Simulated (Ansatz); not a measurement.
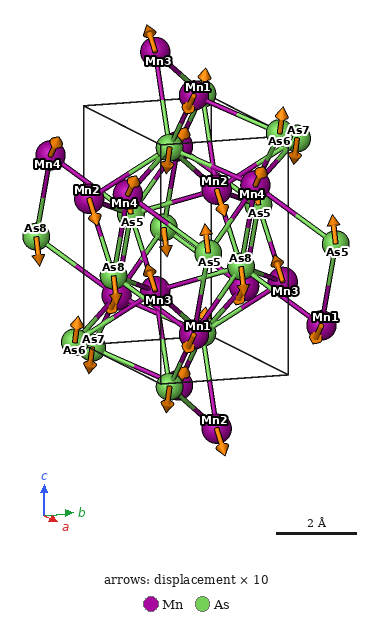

This is a relaxation of solid MnAs (set up in Pnma). The starting structure is drawn; orange arrows show the displacements (the part carried along by the change of the cell is left out), magnified 10 times.

A ball-and-stick model of the cell of the calculation, seen slightly off an axis.

The start is a measured structure.

Level of theory: DFT, PAW plane waves, PBE (Ansatz 0.2.0). Settings: plane-wave cutoff 420 eV; k-point mesh 4 × 6 × 3; occupations fermi dirac; smearing width 0.0109 eV; collinear spin; cell and atoms relaxed; at most 60 steps.

Question: What did the optimiser do to the structure, and how much energy did it gain?

Answer: The energy falls by 0.194 eV per cell of the calculation in 5 accepted moves (6 points after the start). Largest force component: 0.52 eV/Å at the start, 0.0024 eV/Å at the end. The pressure goes from −2.99 to −0.02 GPa. The SCF was repeated once at an unchanged geometry on a basis and grid sized afresh for the cell, which shifted the energy by 0.6 meV per cell of the calculation at most. The largest moves relative to the cell, 0.086 Å, are those of Mn1, Mn2, Mn3 and Mn4. Mn4 goes along [1 0 1]. By element the largest moves are Mn 0.086 Å, As 0.077 Å. The volume changes by −2.2 %, with a 5.523 → 5.510 Å (−0.2 %), b 3.431 → 3.436 Å (+0.1 %), c 6.134 → 6.007 Å (−2.1 %). Among the contacts that change: Mn1–As5 2.489 → 2.582 Å, Mn1–As8 2.519 → 2.456 Å, Mn1–As7 2.402 → 2.358 Å, Mn1–As6 2.461 → 2.473 Å. Among the angles between lasting bonds that change: As6–Mn1–As8 163.3° → 158.7°, As5–Mn1–As6 91.9° → 88.0°, Mn1–As7–Mn4 76.1° → 72.5°. The space group stays Pnma (No. 62). The run took 3.2 min on 2 threads of Arm Neoverse V1, on a shared host, peak memory 0.65 GiB.
